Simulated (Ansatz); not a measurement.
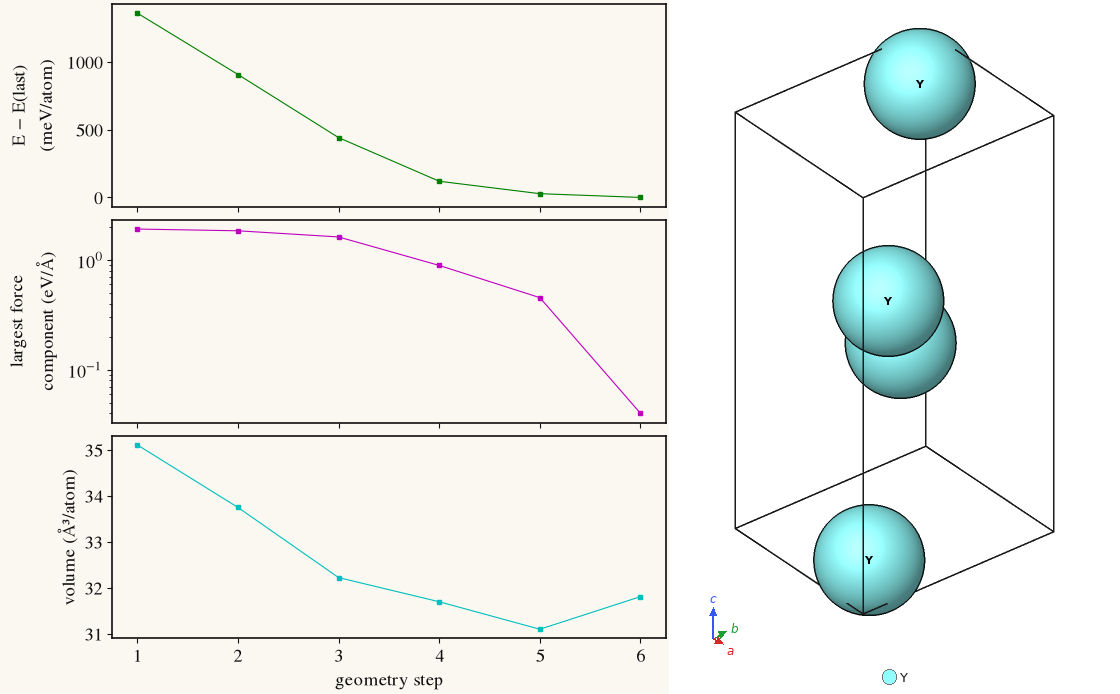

Figure made from data computed with Ansatz.

Beside the plot: the structure at the start.

History of a geometry optimisation. Atoms and cell relax. A closing SCF on a freshly chosen basis isn't drawn.

```
crystal:
  lattice:
    - [2.0298146149, -6.4389889595, 0.0]
    - [2.0298146149, 6.4389889595, 0.0]
    - [0.0, 0.0, 5.3719565034]
  atoms:
    - { symbol: "Y", position: [0.098, 0.902, 0.91] }
    - { symbol: "Y", position: [0.598, 0.402, 0.59] }
    - { symbol: "Y", position: [0.902, 0.098, 0.09] }
    - { symbol: "Y", position: [0.402, 0.598, 0.41] }
basis:
  ecutwfc: 420
kpoints:
  mp_grid: { grid: [4, 4, 4] }
hamiltonian:
  xc: pbesol
scf:
  occupations: { method: gaussian, width: 0.1 }
  lower_state_search: "off"
output:
  forces: true
  stress: true
  eigenvalues: true
relax:
  adjacent_minimum: "off"
  f_tol: 0.04
  max_steps: 70
  cell: { stress_tol: 0.4 }
```

> How did it end, and what did it gain?

The optimisation met its thresholds at geometry 6, counting the start as the first. The energy fell by about 1400 meV/atom from the first step to the last. The largest force component goes from about 1.9 eV/Å at the start to 0.04 eV/Å at the end.

> What happens to the cell?

The volume shrinks from 35.1 to 31.8 Å³ per atom (−9 %), overshooting to 31.1 at step 5. The start was expanded.
